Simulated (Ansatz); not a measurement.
Take the following structure.

```cif
data_structure
_symmetry_space_group_name_H-M 'P 1'
_symmetry_Int_Tables_number 1
_cell_length_a 5.0345
_cell_length_b 5.0345
_cell_length_c 13.2979
_cell_angle_alpha 90.000
_cell_angle_beta 90.000
_cell_angle_gamma 120.000
_cell_volume 291.90
loop_
_atom_site_label
_atom_site_type_symbol
_atom_site_fract_x
_atom_site_fract_y
_atom_site_fract_z
_atom_site_occupancy
Ti1 Ti 0.33333 0.66667 0.31800 1
Ti2 Ti 0.60368 0.00000 0.50000 1
Ti3 Ti 0.00000 0.60368 0.50000 1
Ti4 Ti 0.00000 0.00000 0.34867 1
Ti5 Ti 0.39632 0.39632 0.50000 1
Si1 Si 0.66667 0.33333 0.33333 1
Ti6 Ti 0.00000 0.00000 0.65133 1
Ti7 Ti 0.27035 0.33333 0.83333 1
Ti8 Ti 0.66667 0.93701 0.83333 1
Ti9 Ti 0.66667 0.33333 0.68200 1
Ti10 Ti 0.06299 0.72965 0.83333 1
Si2 Si 0.33333 0.66667 0.66667 1
Ti11 Ti 0.66667 0.33333 0.98466 1
Ti12 Ti 0.93701 0.66667 0.16667 1
Ti13 Ti 0.33333 0.27035 0.16667 1
Ti14 Ti 0.33333 0.66667 0.01534 1
Ti15 Ti 0.72965 0.06299 0.16667 1
Si3 Si 0.00000 0.00000 0.00000 1
```

Question: Give a crystallographic description of this input.

Answer: Chemical formula Ti$_{5}$Si. Its lattice is rhombohedral (trigonal R), its space group R32 (No. 155). The cell comprises 3 formula units: 15 Ti, 3 Si. Within bonding distance, the neighbour counts come to Ti 10 to 12 (mean 10.8) and Si 12. Not all metal-metal contacts are counted.

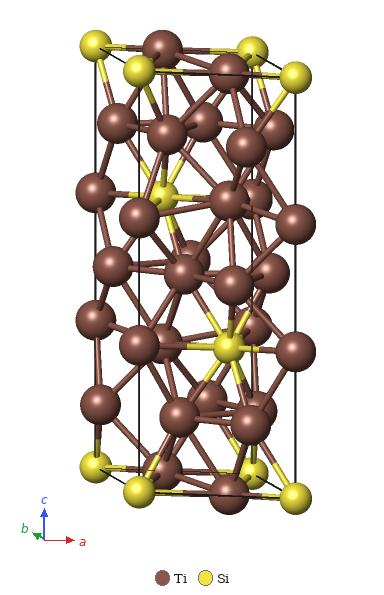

A ball-and-stick picture of a crystal structure, seen slightly off an axis. Atoms at the boundary of the conventional unit cell (the box) are drawn once for each face, edge or corner they touch. Colours: titanium brown, silicon yellow.

The cell started as a structure listed in the Materials Project. It was relaxed at fixed volume with DFT PBEsol, scalar-relativistic, plane waves, PAW in Ansatz.
